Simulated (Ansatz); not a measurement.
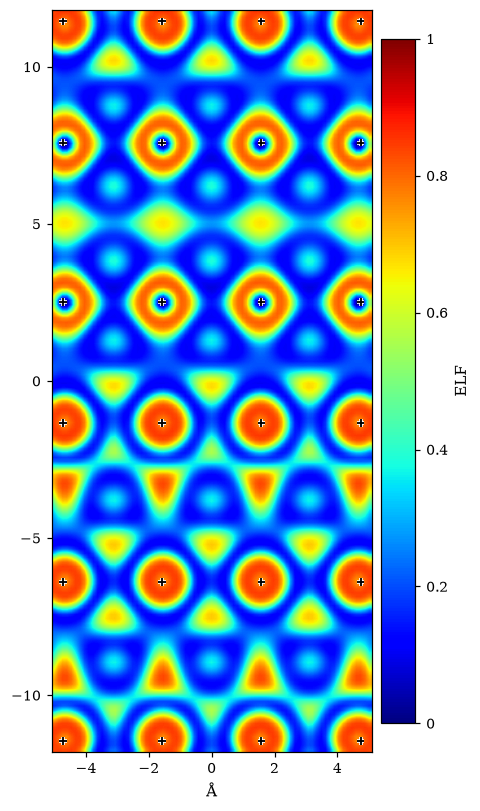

The ELF on a plane through atoms (crosses mark nuclei in the plane).

These are results of Ansatz 0.2.0, DFT PBEsol, scalar-relativistic, plane waves, PAW, not measurements.

Candidates:
A. Hf$_{3}$N$_{2}$, a = 3.16 Å, b = 3.16 Å, c = 22.90 Å, α = 90.00°, β = 90.00°, γ = 120.00°. Space group R-3m; a structure from a database of computed crystals, not necessarily the ambient phase; changed on purpose from its base cell (volume × 0.97, shape and atoms relaxed); computed pressure about 7 GPa in this cell.
B. AlNi$_{3}$, a = 3.52 Å, b = 3.52 Å, c = 3.52 Å, α = 90.00°, β = 90.00°, γ = 90.00°. Space group Pm-3m; a structure from a database of computed crystals, not necessarily the ambient phase; spin-polarised.

Which system is this?

Answer. Candidate A: Hf$_{3}$N$_{2}$ on the (100) plane of the conventional cell, which holds Hf and N. Hf–Hf (3.16 Å): the ELF is about 0.20 at the midpoint; no shared electron pair shows on this line.
